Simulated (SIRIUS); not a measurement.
**A series of single points on AgCl**

System: AgCl (Fm-3m, 2 atoms in the cell).
Method: Kohn-Sham DFT of a periodic cell, PBEsol, dojo-sr-pbesol-0.4.1-standard, no spin polarisation (SIRIUS 7.10.0).

The 7 runs differ only in the geometry, by an even scaling of the cell at fixed fractional positions. The structure derives from an entry of the Crystallography Open Database.

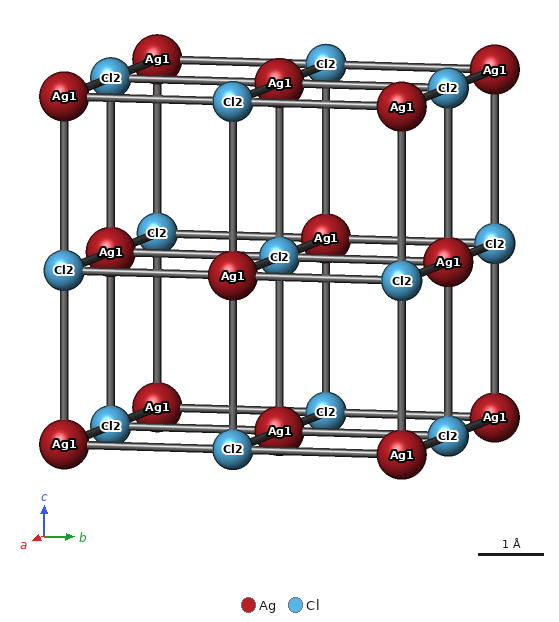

Figure 1. The structure of run 4 (ball-and-stick view of the cell 4 times as large as that of the calculation, set on its symmetry axes, seen slightly off an axis; atoms are numbered from 1 in the order of the input). An atom can appear more than once, as a periodic image.

### Input of run 4
```
{
  "control": {
    "processing_unit": "cpu",
    "verbosity": 2,
    "num_bands_to_print": 21,
    "print_forces": true,
    "print_stress": true
  },
  "parameters": {
    "electronic_structure_method": "pseudopotential",
    "xc_functionals": ["XC_GGA_X_PBE_SOL", "XC_GGA_C_PBE_SOL"],
    "gk_cutoff": 9.1,
    "pw_cutoff": 18.2,
    "ngridk": [8, 8, 8],
    "shiftk": [0, 0, 0],
    "smearing": "fermi_dirac",
    "smearing_width": 0.0018374661,
    "num_bands": 21,
    "num_mag_dims": 0,
    "num_dft_iter": 100,
    "energy_tol": 1e-08,
    "density_tol": 1e-06
  },
  "iterative_solver": {
    "type": "davidson",
    "min_tolerance": 1e-09,
    "tolerance_scale": [0.1, 0.25]
  },
  "mixer": {
    "type": "anderson",
    "beta": 0.7,
    "max_history": 8
  },
  "settings": {
    "tol_ne": 1e-10,
    "pseudo_grid_cutoff": 6.5
  },
  "unit_cell": {
    "lattice_vectors": [
      [0.0, 0.707106781187, 0.707106781187],
      [0.707106781187, 0.0, 0.707106781187],
      [0.707106781187, 0.707106781187, 0.0]
    ],
    "lattice_vectors_scale": 7.3092227205,
    "atom_coordinate_units": "lattice",
    "atom_types": ["Ag", "Cl"],
    "atom_files": {
      "Cl": "Cl.json",
      "Ag": "Ag.json"
    },
    "atoms": {
      "Ag": [
        [0.0, 0.0, 0.0]
      ],
      "Cl": [
        [0.5, 0.5, 0.5]
      ]
    }
  }
}
```

Command:
```bash
upf_to_json Cl.upf
upf_to_json Ag.upf
OMP_NUM_THREADS=1 sirius.scf --input=sirius.json --output=out.json --task=0
```

Lattice vectors (Å) and fractional positions of run 4:
```
   0.000000    2.735000    2.735000
   2.735000    0.000000    2.735000
   2.735000    2.735000    0.000000
Ag  0.000000  0.000000  0.000000
Cl  0.500000  0.500000  0.500000
```

Run 5 has the same physical settings and fractional positions; its lattice vectors (Å) are:
```
   0.000000    2.753113    2.753113
   2.753113    0.000000    2.753113
   2.753113    2.753113    0.000000
```

### Results, with one run withheld

```csv
run,volume per atom (Å³),"free energy per atom, from the lowest run given (meV)",pressure (GPa),gap on the mesh (eV)
1,19.231,9.08,3.15,0.73
2,19.640,2.79,1.69,0.73
3,20.049,0.00,0.40,0.73
4,20.458,0.29,−0.73,0.73
5,20.868,?,?,?
6,21.277,8.70,−2.60,0.73
7,21.686,16.20,−3.37,0.74
```

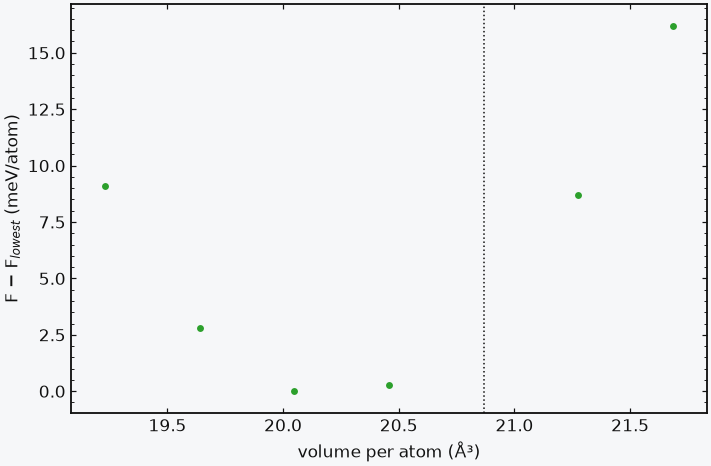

Figure 2. Free energy per atom of the runs given; the dotted line marks run 5.

Estimate the energy of run 5 from the others.

A cubic polynomial in V^(−2/3) (the Birch–Murnaghan form), fitted to the 6 runs given, misses them by under 0.01 meV per atom. With x = V^(−2/3) − 0.13412 Å⁻², it reads F = −0.042406 − 578.36 x + 4.3843e+05 x² + 2.0913e+06 x³ (meV per atom). At run 5 it gives 3.30 meV per atom, and the run itself gives 3.30. The slope of the fit gives a pressure −dF/dV of −1.67 GPa there, and the run prints −1.72 GPa. The two needn't agree exactly: the fit is approximate, and the printed stress is taken on a finite basis. The fit has its minimum at 20.211 Å³ per atom, where V d²F/dV² gives 56.6 GPa: the bulk modulus at this level, since symmetry fixes the shape and the positions.

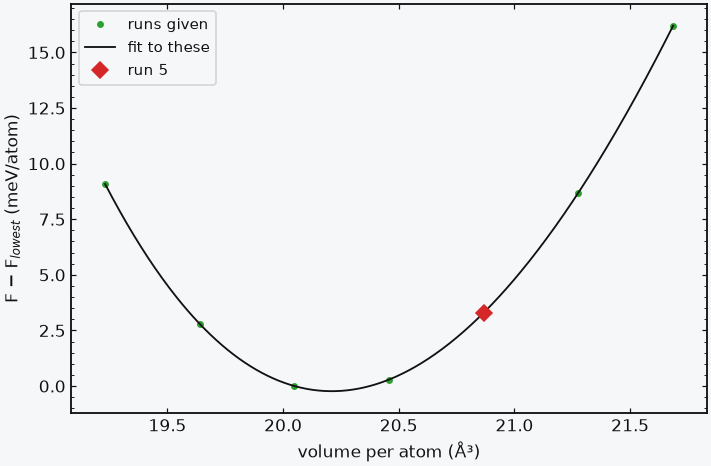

Figure 3. The fit and the withheld run.

### Some lines of the output (run 5)
```
[...]
[find] Efermi                         :       0.32517198
[find] Total energy                   :    -171.28405219 (Ha),    -342.56810437 (Ry)
[find] Free energy (E-TS)             :    -171.28405258 (Ha),    -342.56810515 (Ry)
[find] band gap (eV)                  :       0.72955157
[find] Efermi                         :       0.32514122
[find] Total energy                   :    -171.28405220 (Ha),    -342.56810439 (Ry)
[find] Free energy (E-TS)             :    -171.28405259 (Ha),    -342.56810518 (Ry)
[find] band gap (eV)                  :       0.72961470
[find] Efermi                         :       0.32514035
[find] Total energy                   :    -171.28405220 (Ha),    -342.56810440 (Ry)
[find] band gap (eV)                  :       0.72963884
[find] Efermi                         :       0.32514057
[find] band gap (eV)                  :       0.72962155
[find] Efermi                         :       0.32514040
```
